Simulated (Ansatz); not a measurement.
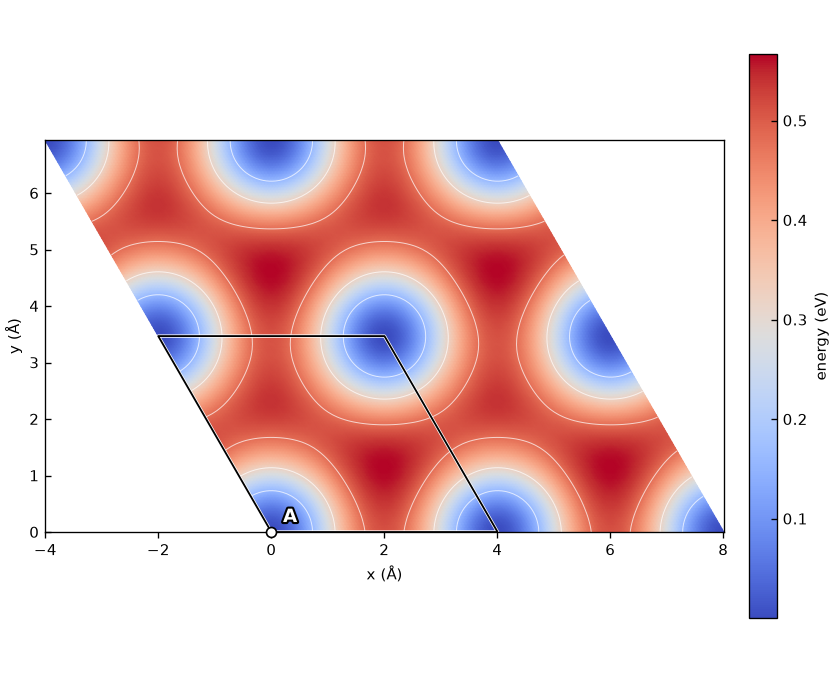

H on an AlAs(111) slab cut from the F-43m phase, its upper half relaxed before the scan (4 atoms of substrate and one adsorbate in a 1 × 1 cell). H is moved over the surface cell at a fixed height above a rigid substrate; the origin of the map has the adsorbate above Al4; the height is held at 2.50 Å. Places are given modulo a cell vector. The map is drawn in real space over the plane of the surface. The grid has 9 × 9 points; 19 points were computed and 62 follow by symmetry. Energies are in eV, from the lowest grid point. With one adsorbate in each 1 × 1 cell, its nearest image is 4.0 Å away, so neighbouring adsorbates interact. At a fixed height the lowest place need not be the adsorption site. The calculation used DFT PBE+D3(BJ), scalar-relativistic, plane waves, PAW in Ansatz. Settings: cutoff 420 eV, k-mesh 9×9×1, gaussian smearing 0.05 eV, spin-polarised.

The picture shows a smooth colour map with a few white contour lines, the outline of one cell of the 2 × 2 shown, the point A. Between grid points the surface is interpolated.

What is the easiest way out of the well at A, and how high is the barrier?

The easiest path leads from the well at the top site over a surface Al atom, (0/9, 0/9) of the cell vectors to its copy one period on. Its highest point lies about 0.51 eV above the bottom of the first well on the interpolated surface, at about (0.05, 0.53) of the cell vectors. This is the barrier on the constrained surface; relaxing the other coordinates would change it.

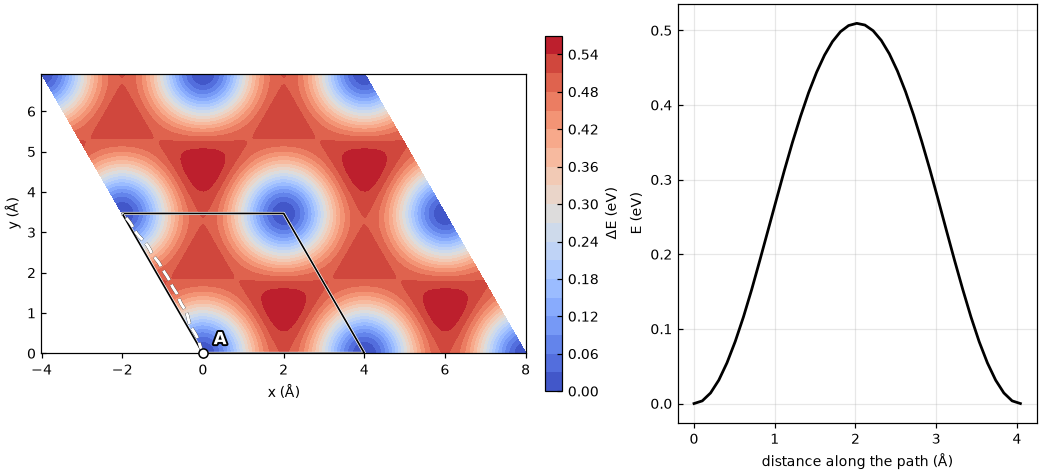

The picture shows filled contours, a line along the lowest path, the outline of one cell of the 2 × 2 shown, the energy along the path at the right. Between grid points the surface is interpolated.

PAW datasets: the set soft_1.
